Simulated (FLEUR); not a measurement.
# free-standing square Co monolayer, spacing 2.8 A: which magnetic order is lowest, part 2 of 2

Aim: find out whether free-standing square Co monolayer, spacing 2.8 A carries moments, and which collinear order costs least.

FLEUR MaX-R8.1; LDA (VWN); all-electron FLAPW film, Dirac cores, scalar-relativistic bands.

So far, largest spin moment in the muffin-tin sphere (μB): step 2 (run 1 (ferro +)) 2.20.

**3. Run 2 (antiferro q=(0,1/2,0) +-)**

Reversing part of the moments tests the sign of the couplings between them.

The cell is doubled to 2 atoms to hold this order. The mesh is halved along the doubled vector, so that both cells sample the same points. The k list default-1 (kpts.xml, not shown) is a Γ-centred 10×5×1 mesh.

Input file inp.xml:

```
<?xml version="1.0" encoding="UTF-8" standalone="no"?>
<fleurInput fleurInputVersion="0.39">
   <comment>
      Co
   </comment>
   <calculationSetup>
      <cutoffs Kmax="3.6" Gmax="10.8" GmaxXC="10.8" numbands="0"/>
      <scfLoop itmax="120" minDistance="0.00002" maxIterBroyd="15" imix="Anderson" alpha="0.03" precondParam="0.0" spinf="2.0" sdNocoIR="T"/>
      <coreElectrons ctail="T" frcor="F" kcrel="0" coretail_lmax="0"/>
      <xcFunctional name="vwn" relativisticCorrections="F"/>
      <magnetism jspins="2"/>
      <soc l_soc="F" theta="0.0" phi="0.0" spav="F"/>
      <expertModes spex="0" secvar="F"/>
      <geometryOptimization l_f="F" forcealpha="1.0" forcemix="BFGS" epsdisp="0.00001" epsforce="0.00001"/>
      <ldaU l_linMix="F" mixParam="0.05" spinf="1.0"/>
   </calculationSetup>
   <cell>
      <bzIntegration valenceElectrons="34.0" mode="hist" fermiSmearingEnergy="0.00183747">
         <kPointListSelection listName="default-1"/>
         <xi:include xmlns:xi="http://www.w3.org/2001/XInclude" href="kpts.xml"> </xi:include>
      </bzIntegration>
      <xi:include xmlns:xi="http://www.w3.org/2001/XInclude" href="sym.xml"> </xi:include>
      <filmLattice scale="1.0" dVac="5.82" dTilda="8.32">
         <bravaisMatrixFilm>
            <row-1>    5.2912331488799991     0.0000000000000000</row-1>
            <row-2>    0.0000000000000000    10.5824662977599981</row-2>
         </bravaisMatrixFilm>
         <vacuumEnergyParameters vacuum="1" spinUp="-.25" spinDown="-.25"/>
      </filmLattice>
   </cell>
   <atomSpecies>
      <species name="Cobalt (Co2.000" element="Co" atomicNumber="27">
         <mtSphere radius="2.51" gridPoints="829" logIncrement="0.015"/>
         <atomicCutoffs lmax="10" lnonsphr="8"/>
         <electronConfig flipSpins="F">
            <coreConfig>(1s1/2) (2s1/2) (2p1/2) (2p3/2)</coreConfig>
            <valenceConfig>(3s1/2) (3p1/2) (3p3/2) (4s1/2) (3d3/2) (3d5/2)</valenceConfig>
            <stateOccupation state="(3d3/2)" spinUp="1.5" spinDown="1.3"/>
            <stateOccupation state="(3d5/2)" spinUp="3.0" spinDown="1.2"/>
         </electronConfig>
         <energyParameters s="4" p="4" d="3" f="4"/>
         <lo type="SCLO" l="0" n="3" eDeriv="0"/>
         <lo type="SCLO" l="1" n="3" eDeriv="0"/>
      </species>
      <species name="Cobalt (Co-2.000" element="Co" atomicNumber="27">
         <mtSphere radius="2.51" gridPoints="829" logIncrement="0.015"/>
         <atomicCutoffs lmax="10" lnonsphr="8"/>
         <electronConfig flipSpins="F">
            <coreConfig>(1s1/2) (2s1/2) (2p1/2) (2p3/2)</coreConfig>
            <valenceConfig>(3s1/2) (3p1/2) (3p3/2) (4s1/2) (3d3/2) (3d5/2)</valenceConfig>
            <stateOccupation state="(3d3/2)" spinUp="1.3" spinDown="1.5"/>
            <stateOccupation state="(3d5/2)" spinUp="1.2" spinDown="3.0"/>
         </electronConfig>
         <energyParameters s="4" p="4" d="3" f="4"/>
         <lo type="SCLO" l="0" n="3" eDeriv="0"/>
         <lo type="SCLO" l="1" n="3" eDeriv="0"/>
      </species>
   </atomSpecies>
   <atomGroups>
      <atomGroup species="Cobalt (Co2.000">
         <filmPos label="                   1">.0000000000 .0000000000 .0000000000</filmPos>
         <force calculate="T" relaxXYZ="TTT"/>
      </atomGroup>
      <atomGroup species="Cobalt (Co-2.000">
         <filmPos label="                   2">.0000000000 1.000/2.000 .0000000000</filmPos>
         <force calculate="T" relaxXYZ="TTT"/>
      </atomGroup>
   </atomGroups>
   <output dos="F" band="F" slice="F">
      <bandDOS minEnergy="-.5*Htr" maxEnergy="0.5*Htr" sigma="0.015" storeEVData="T"/>
      <plotting iplot="0" polar="F">
         <plot TwoD="T" vec1="  1.0  0.0  0.0" vec2="  0.0  1.0  0.0" vec3="  0.0  0.0  1.0" zero="  0.0  0.0 -0.5" file="plot"/>
      </plotting>
      <moessbauerParams electricFieldGradient="F" isomerShift="F" coreHyperfine="F" valenceHyperfine="F"/>
   </output>
</fleurInput>
```

Input file crystal.txt:

```
Co
&input film=T cartesian=F /
2.80000000000  0.00000000000  0.00000000000
0.00000000000  5.60000000000  0.00000000000
0.00000000000  0.00000000000  1.00000000000
1.8897261246
1.0 1.0 1.0

2
27 0.00000000000  0.00000000000  0.00000000000 : 2.000
27 0.00000000000  0.50000000000  0.00000000000 : -2.000

&kpt div1=10 div2=5 div3=1 gamma=T /
```

On the command line:

```console
$ OMP_NUM_THREADS=1 inpgen -f crystal.txt > inpgen.log  # inp.xml is then edited as shown
$ OMP_NUM_THREADS=1 mpirun -n 2 fleur_MPI > fleur.log
```

Output:

```text
[banner, memory and clock lines left out]
Welcome to FLEUR        (www.flapw.de)
      MaX-Release 8.1          (www.max-centre.eu)

 ========== k-point set info ==========
 Selected k-point list: default-1
 k-point list type: mesh
 10 x 5 x 1
 Number of k points: 18

 ------------Calculation Setup---------------------------
 Number of PE/node        :            2
 Number of OMP-threads    :            1
 k-points in parallel     :            2
 pe's per k-point         :            1
 No of k-point loops      :            9
 Eigenvalue solver        :       lapack
 Number of basis functions:          390
 Approximate size of matrices (H+S) per k-point:         0.002 GB
 Iteration:     1   Distance:      23.05295855 me/bohr^3
 Iteration:     2   Distance:      18.82951177 me/bohr^3
 Iteration:     3   Distance:       6.36538275 me/bohr^3
 Iteration:     4   Distance:       5.57720366 me/bohr^3
 Iteration:     5   Distance:       3.68610552 me/bohr^3
 Iteration:     6   Distance:       3.00201210 me/bohr^3
 Iteration:     7   Distance:       1.80999568 me/bohr^3
 Iteration:     8   Distance:       1.80444271 me/bohr^3
 Iteration:     9   Distance:       1.14009019 me/bohr^3
 Iteration:    10   Distance:       1.06471524 me/bohr^3
[... 22 iterations left out ...]
 Iteration:    33   Distance:       0.00062645 me/bohr^3
 Iteration:    34   Distance:       0.00024216 me/bohr^3
 Iteration:    35   Distance:       0.00014125 me/bohr^3
 Iteration:    36   Distance:       0.00012665 me/bohr^3
 Iteration:    37   Distance:       0.00009480 me/bohr^3
 Iteration:    38   Distance:       0.00008838 me/bohr^3
 Iteration:    39   Distance:       0.00007393 me/bohr^3
 Iteration:    40   Distance:       0.00006597 me/bohr^3
 Iteration:    41   Distance:       0.00004494 me/bohr^3
 Iteration:    42   Distance:       0.00001945 me/bohr^3

 ********************************************************************
 Run finished successfully
 Stop message:
   all done
 ********************************************************************

--- out.xml (last complete iteration) ---
<iteration numberForCurrentRun="   42" overallNumber="   42">
         [... left out ...]
         <bandgap value="0.0000021040" units="eV"/>
         <sumValenceSingleParticleEnergies value="-46.2414845433" units="Htr"/>
         <FermiEnergy value="-0.1794367611" units="Htr"/>
         <valenceDensity>
            <mtCharges spin="1">
               <mtCharge atomType="1" total="8.9739241" s="1.2461954" p="3.0754410" d="4.6486850" f="0.0027141"/>
               <mtCharge atomType="2" total="6.9027131" s="1.2167696" p="3.0600190" d="2.6224422" f="0.0025377"/>
            </mtCharges>
            <mtCharges spin="2">
               <mtCharge atomType="1" total="6.9027126" s="1.2167696" p="3.0600190" d="2.6224416" f="0.0025377"/>
               <mtCharge atomType="2" total="8.9739237" s="1.2461954" p="3.0754410" d="4.6486847" f="0.0027141"/>
            </mtCharges>
            <spinDependentCharge spin="1" total="17.0000005" interstitial="0.9743282" mtSpheres="15.8766372" vacuum1="0.0745176"/>
            <spinDependentCharge spin="2" total="16.9999998" interstitial="0.9743282" mtSpheres="15.8766363" vacuum1="0.0745176"/>
            <totalCharge value="34.0000003122"/>
         </valenceDensity>
         [... left out ...]
         <magneticMomentsInMTSpheres units="muBohr">
            <globalMagMoment atomType="1" vec="0.00000   0.00000   2.07121"/>
            <localMagMoment atomType="1" vec="0.00000   0.00000   2.07121"/>
            <globalMagMoment atomType="2" vec="0.00000   0.00000  -2.07121"/>
            <localMagMoment atomType="2" vec="0.00000   0.00000  -2.07121"/>
         </magneticMomentsInMTSpheres>
         [... left out ...]
         <totalEnergy value="    -2782.0430534486" units="Htr">
            <sumOfEigenvalues value="    -1628.4717032828">
               <coreElectrons value="-1582.2302187395"/>
               <valenceElectrons value="-46.2414845433"/>
            </sumOfEigenvalues>
            <densityCoulombPotentialIntegral value="-4298.5373835366"/>
            <densityEffectivePotentialIntegral value="-4449.9326479618"/>
            <chargeDenXCDenIntegral value="-114.3627864285"/>
            <FockExchangeEnergyValence value="0.0000000000"/>
            <FockExchangeEnergyCore value="0.0000000000"/>
         [... left out ...]
            <tkbTimesEntropy value="0.0044465443"/>
            <freeEnergy value="-2782.0474999929"/>
            <extrapolationTo0K value="-2782.0452767207"/>
         </totalEnergy>
         <densityConvergence units="me/bohr^3">
            <chargeDensity spin="1" distance="0.0000120162"/>
            <chargeDensity spin="2" distance="0.0000141779"/>
            <overallChargeDensity distance="0.0000194514"/>
            <spinDensity distance="0.0000176762"/>
         </densityConvergence>
      </iteration>
```

It took 75 s on 2 MPI ranks of Arm Neoverse V1, shared host; peak memory 0.21 GiB; 2.5 min of CPU time.

Spin moment in the muffin-tin sphere by atom:

| atom | spin moment in the muffin-tin sphere (μB) |
| --- | --- |
| Co1 | 2.07 |
| Co2 | -2.07 |

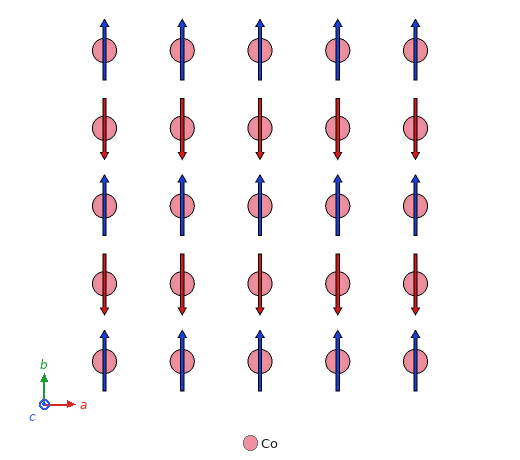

Spin moment in the muffin-tin sphere as arrows, the longest 2.07 μB. Up and down stand for the sign. Arrows give size and sign along the axis of quantisation, drawn up and down the page. The two directions have two colours. 4×2×1 cells are drawn. Some periodic images of atoms are drawn too.

This step gave:

- free energy: -75703.3691 eV
- program's band gap on this mesh (in a metal only a level spacing): 2.10e-6 eV
- magnetization: 0 μB
- final state: antiferromagnetic

It lies 189 meV a seeded atom over the first start, and its largest moment is 2.07 μB against 2.20 μB.

**4. Start 3: antiferro q=(1/2,1/2,0) +-**

Reversing part of the moments tests the sign of the couplings between them.

The cell is doubled to 2 atoms to hold this order. The mesh is halved along the doubled vector, so that both cells sample the same points. The k list default-1 (kpts.xml, not shown) is a Γ-centred 5×10×1 mesh.

inp.xml: that of step 3 with these lines changed.

```diff
@@ -24,4 +24,4 @@
          <bravaisMatrixFilm>
-            <row-1>    5.2912331488799991     0.0000000000000000</row-1>
-            <row-2>    0.0000000000000000    10.5824662977599981</row-2>
+            <row-1>   10.5824662977599981     0.0000000000000000</row-1>
+            <row-2>    5.2912331488799991     5.2912331488799991</row-2>
          </bravaisMatrixFilm>
@@ -64,3 +64,3 @@
       <atomGroup species="Cobalt (Co-2.000">
-         <filmPos label="                   2">.0000000000 1.000/2.000 .0000000000</filmPos>
+         <filmPos label="                   2">1.000/2.000 .0000000000 .0000000000</filmPos>
          <force calculate="T" relaxXYZ="TTT"/>
```

Input file crystal.txt:

```
Co
&input film=T cartesian=F /
5.60000000000  0.00000000000  0.00000000000
2.80000000000  2.80000000000  0.00000000000
0.00000000000  0.00000000000  1.00000000000
1.8897261246
1.0 1.0 1.0

2
27 0.00000000000  0.00000000000  0.00000000000 : 2.000
27 0.50000000000  0.00000000000  0.00000000000 : -2.000

&kpt div1=5 div2=10 div3=1 gamma=T /
```

Output:

```text
[banner, memory and clock lines left out]
Welcome to FLEUR        (www.flapw.de)
      MaX-Release 8.1          (www.max-centre.eu)

 ========== k-point set info ==========
 Selected k-point list: default-1
 k-point list type: mesh
 5 x 10 x 1
 Number of k points: 18

 [... set-up left out ...]
 Iteration:     1   Distance:      24.99306676 me/bohr^3
 Iteration:     2   Distance:      20.59776592 me/bohr^3
 Iteration:     3   Distance:       6.67817027 me/bohr^3
 Iteration:     4   Distance:       6.35237706 me/bohr^3
 Iteration:     5   Distance:       5.35247074 me/bohr^3
[...]
<sumOfEigenvalues value="    -1628.0927094751">
               <coreElectrons value="-1582.0835963369"/>
               <valenceElectrons value="-46.0091131381"/>
            </sumOfEigenvalues>
         [... left out ...]
            <freeEnergy value="-2782.0369458678"/>
            <extrapolationTo0K value="-2782.0347630122"/>
         </totalEnergy>
         <densityConvergence units="me/bohr^3">
            <chargeDensity spin="1" distance="0.0000057883"/>
            <chargeDensity spin="2" distance="0.0000055064"/>
            <overallChargeDensity distance="0.0000083990"/>
            <spinDensity distance="0.0000075569"/>
         </densityConvergence>
      </iteration>
```

Elapsed: 81 s, on 2 MPI ranks; peak memory 0.21 GiB.

Spin moment in the muffin-tin sphere by atom:

| atom | spin moment in the muffin-tin sphere (μB) |
| --- | --- |
| Co1 | 2.02 |
| Co2 | -2.02 |

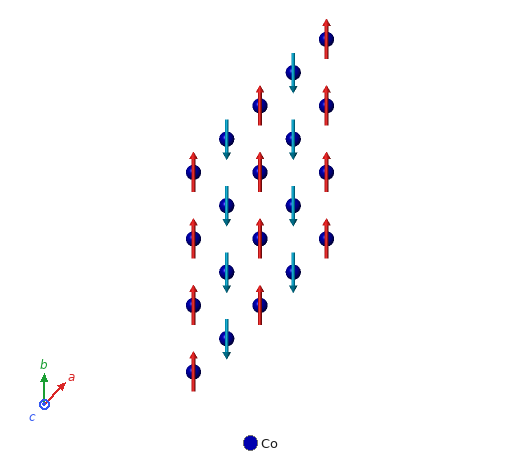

Spin moment in the muffin-tin sphere as arrows, the longest 2.02 μB. Up and down stand for the sign. Arrows give size and sign along the axis of quantisation, drawn up and down the page. The two directions have two colours. 2×3×1 cells are drawn. Some periodic images of atoms are drawn too.

Read from the output:

```yaml
free_energy: -75703.0819 eV
program_s_band_gap_on_this_mesh_in_a_metal_only_a_level_spacing: 0.004386 eV
magnetization: 0 μB
final_state: antiferromagnetic
```

It lies 333 meV a seeded atom over the first start, and its largest moment is 2.02 μB against 2.20 μB.

**5. Order 4, typed as no spin polarisation**

A spinless run gives the zero against which the gain from the moments is read.

The k list default-1 (kpts.xml, not shown) is a Γ-centred 10×10×1 mesh.

Input file inp.xml:

```
<?xml version="1.0" encoding="UTF-8" standalone="no"?>
<fleurInput fleurInputVersion="0.39">
   <comment>
      Co
   </comment>
   <calculationSetup>
      <cutoffs Kmax="3.6" Gmax="10.8" GmaxXC="10.8" numbands="0"/>
      <scfLoop itmax="120" minDistance="0.00002" maxIterBroyd="15" imix="Anderson" alpha="0.03" precondParam="0.0" spinf="2.0" sdNocoIR="T"/>
      <coreElectrons ctail="T" frcor="F" kcrel="0" coretail_lmax="0"/>
      <xcFunctional name="vwn" relativisticCorrections="F"/>
      <magnetism jspins="1"/>
      <soc l_soc="F" theta="0.0" phi="0.0" spav="F"/>
      <expertModes spex="0" secvar="F"/>
      <geometryOptimization l_f="F" forcealpha="1.0" forcemix="BFGS" epsdisp="0.00001" epsforce="0.00001"/>
      <ldaU l_linMix="F" mixParam="0.05" spinf="1.0"/>
   </calculationSetup>
   <cell>
      <bzIntegration valenceElectrons="17.0" mode="hist" fermiSmearingEnergy="0.00183747">
         <kPointListSelection listName="default-1"/>
         <xi:include xmlns:xi="http://www.w3.org/2001/XInclude" href="kpts.xml"> </xi:include>
      </bzIntegration>
      <xi:include xmlns:xi="http://www.w3.org/2001/XInclude" href="sym.xml"> </xi:include>
      <filmLattice scale="1.0" dVac="5.82" dTilda="8.32">
         <bravaisMatrixFilm>
            <row-1>    5.2912331488799991     0.0000000000000000</row-1>
            <row-2>    0.0000000000000000     5.2912331488799991</row-2>
         </bravaisMatrixFilm>
         <vacuumEnergyParameters vacuum="1" spinUp="-.25" spinDown="-.25"/>
      </filmLattice>
   </cell>
   <atomSpecies>
      <species name="Cobalt (Co)" element="Co" atomicNumber="27">
         <mtSphere radius="2.51" gridPoints="829" logIncrement="0.015"/>
         <atomicCutoffs lmax="10" lnonsphr="8"/>
         <electronConfig flipSpins="F">
            <coreConfig>(1s1/2) (2s1/2) (2p1/2) (2p3/2)</coreConfig>
            <valenceConfig>(3s1/2) (3p1/2) (3p3/2) (4s1/2) (3d3/2) (3d5/2)</valenceConfig>
            <stateOccupation state="(3d3/2)" spinUp="1.400000" spinDown="1.400000"/>
            <stateOccupation state="(3d5/2)" spinUp="2.100000" spinDown="2.100000"/>
         </electronConfig>
         <energyParameters s="4" p="4" d="3" f="4"/>
         <lo type="SCLO" l="0" n="3" eDeriv="0"/>
         <lo type="SCLO" l="1" n="3" eDeriv="0"/>
      </species>
   </atomSpecies>
   <atomGroups>
      <atomGroup species="Cobalt (Co)">
         <filmPos label="                   1">.0000000000 .0000000000 .0000000000</filmPos>
         <force calculate="T" relaxXYZ="TTT"/>
      </atomGroup>
   </atomGroups>
   <output dos="F" band="F" slice="F">
      <bandDOS minEnergy="-.5*Htr" maxEnergy="0.5*Htr" sigma="0.015" storeEVData="T"/>
      <plotting iplot="0" polar="F">
         <plot TwoD="T" vec1="  1.0  0.0  0.0" vec2="  0.0  1.0  0.0" vec3="  0.0  0.0  1.0" zero="  0.0  0.0 -0.5" file="plot"/>
      </plotting>
      <moessbauerParams electricFieldGradient="F" isomerShift="F" coreHyperfine="F" valenceHyperfine="F"/>
   </output>
</fleurInput>
```

Input file crystal.txt:

```
Co
&input film=T cartesian=F /
2.80000000000  0.00000000000  0.00000000000
0.00000000000  2.80000000000  0.00000000000
0.00000000000  0.00000000000  1.00000000000
1.8897261246
1.0 1.0 1.0

1
27 0.00000000000  0.00000000000  0.00000000000

&kpt div1=10 div2=10 div3=1 gamma=T /
```

Output:

```text
[banner, memory and clock lines left out]
Welcome to FLEUR        (www.flapw.de)
      MaX-Release 8.1          (www.max-centre.eu)

 ========== k-point set info ==========
 Selected k-point list: default-1
 k-point list type: mesh
 0 x 0 x 0
 Number of k points: 22

 [... set-up left out ...]
 Iteration:     1   Distance:      27.95392433 me/bohr^3
 Iteration:     2   Distance:      21.83290894 me/bohr^3
 Iteration:     3   Distance:       8.73919320 me/bohr^3
 Iteration:     4   Distance:       6.19060202 me/bohr^3
 Iteration:     5   Distance:       5.37981584 me/bohr^3
[...]
<FermiEnergy value="-0.1981408133" units="Htr"/>
         [... left out ...]
         <totalEnergy value="    -1391.0025532104" units="Htr">
            <sumOfEigenvalues value="     -814.0804057832">
               <coreElectrons value="-791.0760654399"/>
               <valenceElectrons value="-23.0043403432"/>
            </sumOfEigenvalues>
         [... left out ...]
            <freeEnergy value="-1391.0055290197"/>
            <extrapolationTo0K value="-1391.0040411150"/>
         </totalEnergy>
         <densityConvergence units="me/bohr^3">
            <chargeDensity spin="1" distance="0.0000054092"/>
         </densityConvergence>
      </iteration>
```

It took 7.9 s on 2 MPI ranks; peak memory 0.1 GiB.

Numbers from this step:

| Property | Result |
| --- | --- |
| free energy | -37851.1887 eV |
| program's band gap on this mesh (in a metal only a level spacing) | 0.007232 eV |
| final state | non-magnetic (no spin polarisation) |

It lies 685 meV a seeded atom over the first start.

**6. The states side by side**

Free energies are divided by the number of seeded atoms, so that cells of unlike size compare. Wavevectors q in the names are fractions of the primitive cell's reciprocal vectors.

Orders:

| start | final state | typed order kept | energy over the lowest (meV a seeded atom) | largest sphere moment (μB) | net moment (μB a primitive cell) | mesh matched | CPU time (s) |
| --- | --- | --- | --- | --- | --- | --- | --- |
| ferro + | ferromagnetic | yes | 0 | 2.197 | 2.2 | yes | 32.2 |
| antiferro q=(0,1/2,0) +- | antiferromagnetic | yes | 189.2 | 2.071 | 0 | yes | 150.6 |
| antiferro q=(1/2,1/2,0) +- | antiferromagnetic | yes | 332.8 | 2.022 | 0 | yes | 162.4 |
| no spin polarisation | non-magnetic | - | 685 | 0 | 0 | yes | 15.68 |

**7. What came out**

```yaml
lowest_state_found: ferromagnetic (typed ferro +)
largest_site_spin_moment: 2.20 μB
next_finished_state: antiferromagnetic, 189 meV a seeded atom higher
energy_gained_by_spin_polarisation: 685 meV a seeded atom
```

The lowest state found is ferromagnetic, reached from the start ferro +, with moments up to 2.20 μB. The next finished state costs 189 meV a seeded atom. This is the lowest of 4 finished starts, no proof of the ground state.

[Logs and program files are shortened in this print: banners, set-up blocks, solver, clock and traceback lines can be left out without a mark of their own.]

[Logs are printed without paths, hosts, clocks, repeated set-up lines and the standing remarks that a program may print on its own settings, such as how far it seeks lower states.]

[Hosts, paths, dates, database ids (printed as entryN), source tags and the programs' standing remarks are cut or masked in the printed files.]

[Where a cell is said to come from a database of computed structures, the database is the Materials Project.]
